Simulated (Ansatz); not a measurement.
# Co₁₃O₁₄ (cell with a defect): what the fields show

```
CELL_PARAMETERS angstrom
-1.63663 4.72455 -5.28043
4.90990 -0.94491 -5.28043
-3.27327 -3.77964 -5.28043
ATOMIC_POSITIONS crystal
Co 0.42924 0.71394 0.85828
Co 0.86211 0.42866 0.71527
Co 0.28656 0.14697 0.57257
Co 0.71397 0.85597 0.43093
Co 0.14362 0.57133 0.29117
Co 0.57141 0.28691 0.14255
Co 0.00235 0.99845 0.99966
Co 0.35561 0.93230 0.21300
Co 0.78401 0.64032 0.07611
Co 0.21631 0.35222 0.93028
Co 0.64719 0.06882 0.78457
Co 0.06738 0.78600 0.64504
Co 0.50128 0.50116 0.49627
O 0.06915 0.35405 0.49816
O 0.48224 0.05312 0.33909
O 0.91034 0.76711 0.19681
O 0.33428 0.48340 0.05356
O 0.76824 0.19534 0.91086
O 0.19870 0.90923 0.76294
O 0.62448 0.61919 0.62760
O 0.55456 0.83941 0.98365
O 0.98385 0.55156 0.84715
O 0.41837 0.26857 0.69570
O 0.82752 0.95269 0.57661
O 0.26695 0.70333 0.41241
O 0.66794 0.43253 0.25650
O 0.14794 0.11228 0.09649
```

Hubbard U of 3.32 eV on Co d only; spin-polarised.

All numbers below come from DFT PBE+U, scalar-relativistic, plane waves, PAW in Ansatz 0.2.0.

The density is the valence pseudo-density of a PAW calculation; it isn't the true density close to the nuclei.

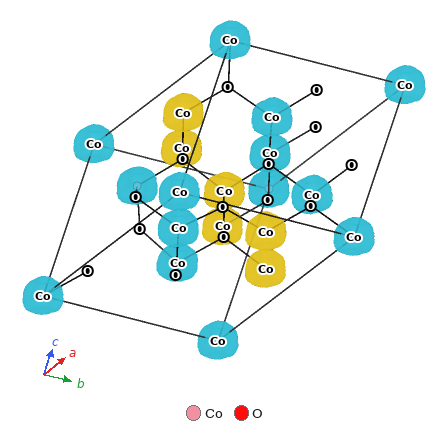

Figure 1. Isosurfaces of the spin density at +0.4 (yellow) and −0.4 e/Å³ (cyan), seen at an oblique angle. Sticks mark near contacts.

Q: Which atoms carry the moments, and with what signs?

A: The spin density sits on Co: +2.3 μB (×6) and −2.4 μB (×7) in one cell of 27 atoms, with smaller moments on other sites: O (up to −0.14 μB). The cell of the calculation (27 atoms) carries 3.5 μB of net spin moment.

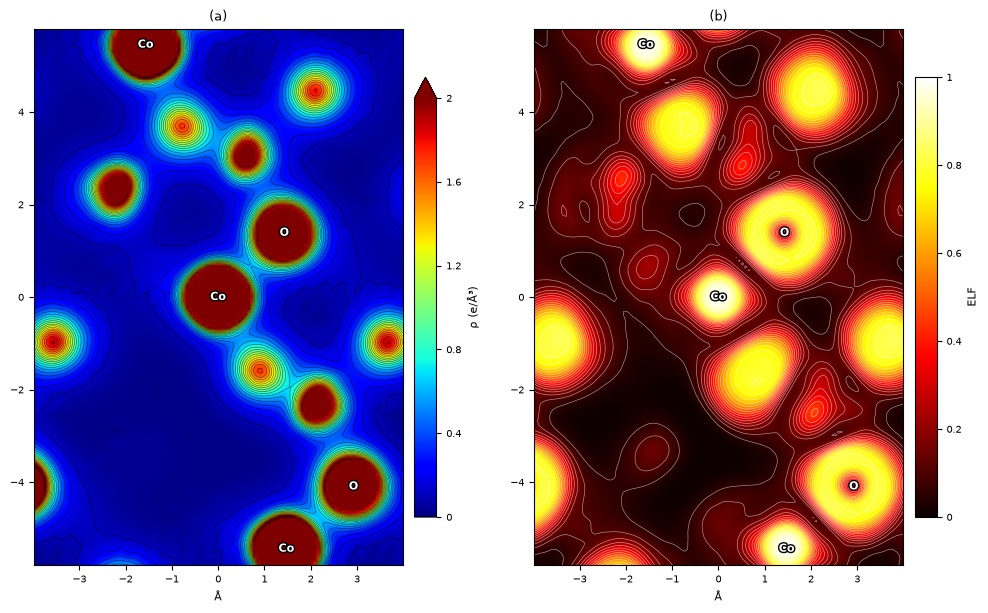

Figure 2. (a) valence pseudo-density; (b) electron localisation function on the (011̄) plane of the calculation cell.

Q: Read the bonding off the picture.

A: The section cuts through Co and O sites. Atoms just off the plane (Co, 0.6 Å away and O, 0.6 Å away) can leave unmarked features too. Co–O (1.99 Å): the density is about 0.6 e/Å³ at the midpoint; the ELF peaks at about 0.85 in the valence shell of O, 0.6 Å from its nucleus, and is about 0.15 at the midpoint (no shared electron pair shows on this line). Between the atoms the lowest density in this plane is 0.005 e/Å³. The features right at Co lie inside the PAW spheres, where the map follows smoothed inner orbitals and isn't to be read closely.

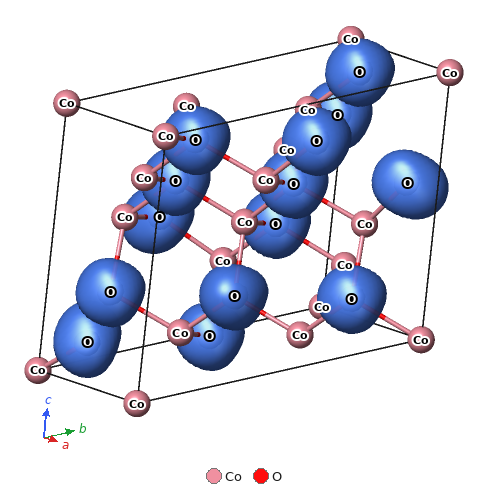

Figure 3. Isosurface of the electron localisation function at 0.65 (blue), seen slightly off an axis. Only the valence region is drawn (cores and ρ < 0.01 e/Å³ removed). Sticks mark near contacts.

Q: Identify the bonds, lone pairs and shells in this picture.

A: At this value the surface marks out 14 regions wrapped around O (the valence shell of each), counted in one cell of 27 atoms. Regions shared between cells count once.


Co–O (1.89 Å): the ELF peaks at about 0.85 in the valence shell of O, 0.6 Å from its nucleus, and is about 0.20 at the midpoint: no shared electron pair shows on this line. Co–O (1.97 Å): the ELF peaks at about 0.85 in the valence shell of O, 0.6 Å from its nucleus, and is about 0.20 at the midpoint: no shared electron pair shows on this line.

Q: Does the calculation make it a metal, or give it a gap?

A: It is gapless in this calculation (a metal or semimetal).
